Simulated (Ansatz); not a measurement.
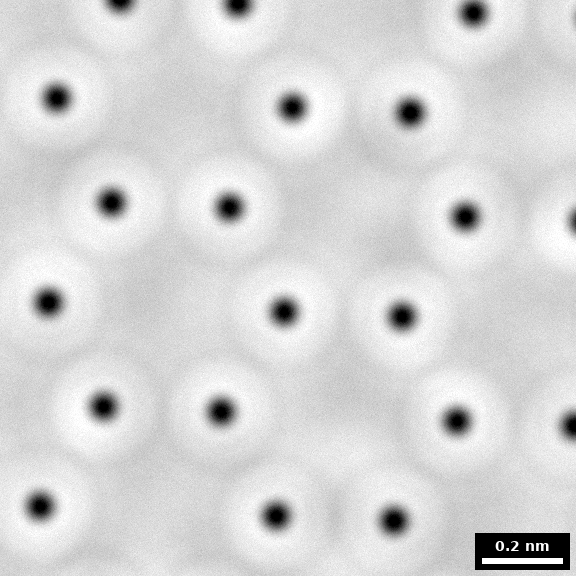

HRTEM-like image of Hg (P6_3/mmc, No. 194). Simulated in the weak-phase-object approximation with neutral-atom potentials: 300 kV, Cs = 10 µm, defocus −53 Å (negative is underfocus), defocus spread 8 Å, aperture 1.62 1/Å. Shot noise and the speckle of an amorphous layer were added. Structure used: coordinates from a relaxation with DFT, RPBE, plane waves (420 eV) with PAW, scalar-relativistic in Ansatz 0.2.0; the starting structure was generated, so it need not be a known form of this composition.

```
CELL_PARAMETERS angstrom
5.15219 0.00000 0.00000
-2.57609 4.46193 0.00000
0.00000 0.00000 8.32607
ATOMIC_POSITIONS crystal
Hg 0.33333 0.66667 0.25000
Hg 0.66667 0.33333 0.75000
```

Which beam direction gives this image, [201], [001], [310] or [100]? (Directions equivalent by symmetry count as one.)

[001]. The projected cells are 3.24 × 4.75 Å, 110° for [201]; 5.15 × 5.15 Å, 120° for [001]; 1.69 × 8.33 Å, 90° for [310]; 4.46 × 8.33 Å, 90° for [100], and the image repeats as the [001] one does.
